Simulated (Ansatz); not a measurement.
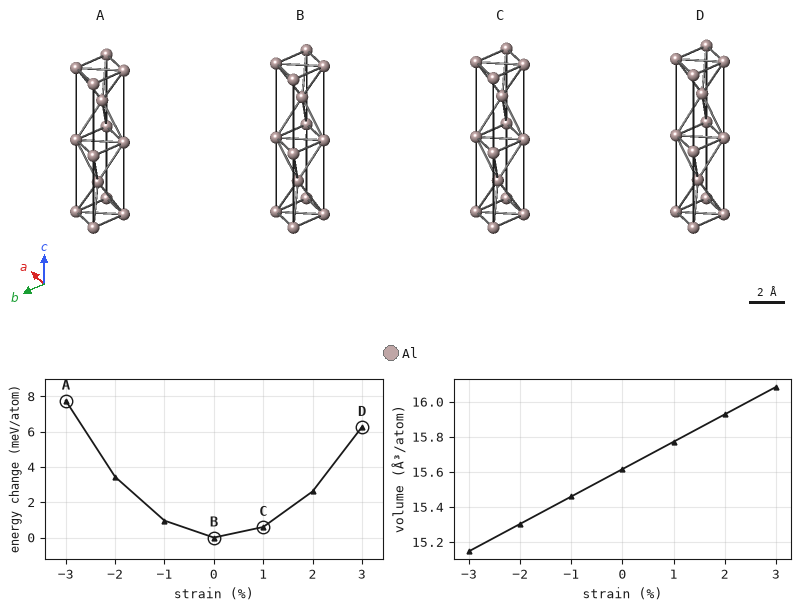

Members of a series of calculations on solid Al (set up in P6_3/mmc), marked on the first curve. The picture is a ball-and-stick view of the cell of the calculation, seen from a free direction.

Level of theory: DFT PBEsol+D3(BJ), scalar-relativistic, plane waves, PAW (Ansatz). Settings: plane-wave cutoff 420 eV; k-point mesh 24 × 24 × 6; occupations gaussian; smearing width 0.1 eV; no spin polarisation.

Which kind of strain is it, and how does the structure respond?

Answer. Strain along c alone, the other axes held, atoms relaxed. A (strain −3.0 %): energy change 7.8 meV/atom, volume 15.15 Å³ per atom. B (strain 0.0 %): energy change 0.0 meV/atom, volume 15.62 Å³ per atom. C (strain 1.0 %): energy change 0.6 meV/atom, volume 15.77 Å³ per atom. D (strain 3.0 %): energy change 6.3 meV/atom, volume 16.08 Å³ per atom. The rest compares A with D. The volume changes by +6.2 %, with a = b unchanged at 2.801 Å, c 8.917 → 9.469 Å (+6.2 %). Some distances before and after: Al–Al 2.754 → 2.867 Å.
